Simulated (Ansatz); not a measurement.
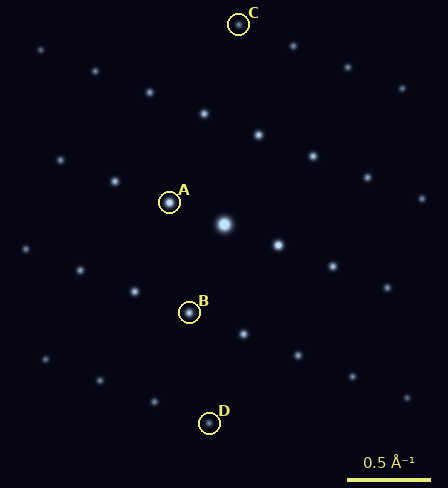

Computed electron diffraction pattern, 300 kV, single scattering only, B = 0.3 Å². The zone axis points towards the electron source and the pattern is seen from the source side.

Crystal: Lu, space group Fm-3m (No. 225), a = 4.915 Å. Structure: the input geometry of an electronic-structure calculation (not necessarily at equilibrium); the starting structure was generated, so it need not be a known form of this composition.

```json
{"atom": "Lu", "site": "4a", "symmetry": "m-3m", "x": "0.0000", "y": "0.0000", "z": "0.0000"}
```

Spot A is indexed -1 1 1 and spot B 0 -2 2.

Q: What are the indices of the remaining marked spots?

A: C = A − 2B = -1 5 -3 (d = 0.831 Å). D = −A + 2B = 1 -5 3 (d = 0.831 Å).

Q: Give [uvw].

A: The cross product of A and B is parallel to [211]; every spot obeys hu + kv + lw = 0.
